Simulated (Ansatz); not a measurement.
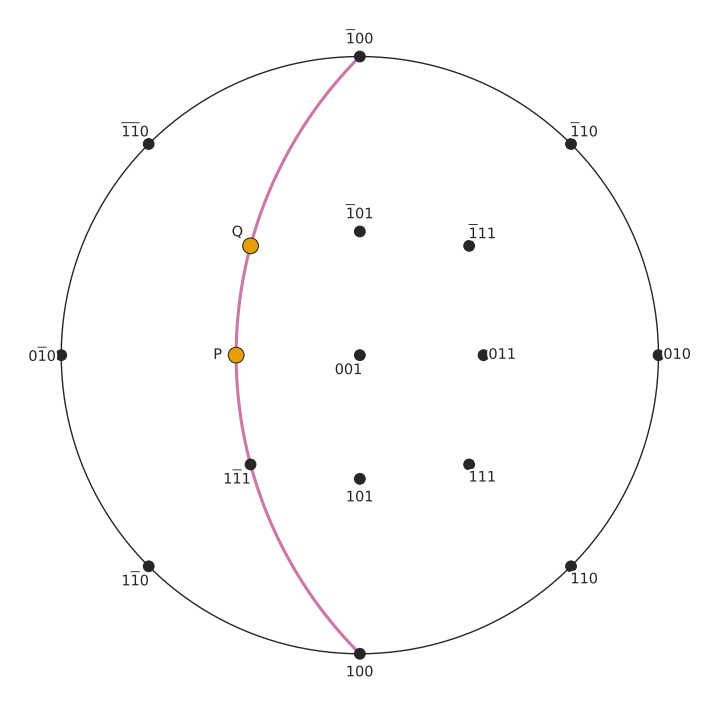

Stereographic projection of plane normals (upper hemisphere) centred on (0 0 1). Crystal: W, the geometry relaxed with DFT, r2SCAN, plane waves (500 eV) with PAW, scalar-relativistic in Ansatz. Symmetry computed with spglib at a tolerance of 0.002 Å; standard conventional cell.

a = 5.053 Å, b = 5.053 Å, c = 5.053 Å, α = 90.00°, β = 90.00°, γ = 90.00°.

Q: Index the poles marked P, Q.

A: P is (0 −1 1), 45.0° from the centre; Q is (−1 −1 1), 54.7° from the centre.

Q: Which zone does the coloured great circle trace?

A: The zone [0 1 1]: its poles satisfy k + l = 0.

Q: What is the angle between the normals of (1 1 0) and (0 1 0), and what are their d_hkl = 1/|g|?

A: 45.0°; d = 3.573 Å and 5.053 Å.
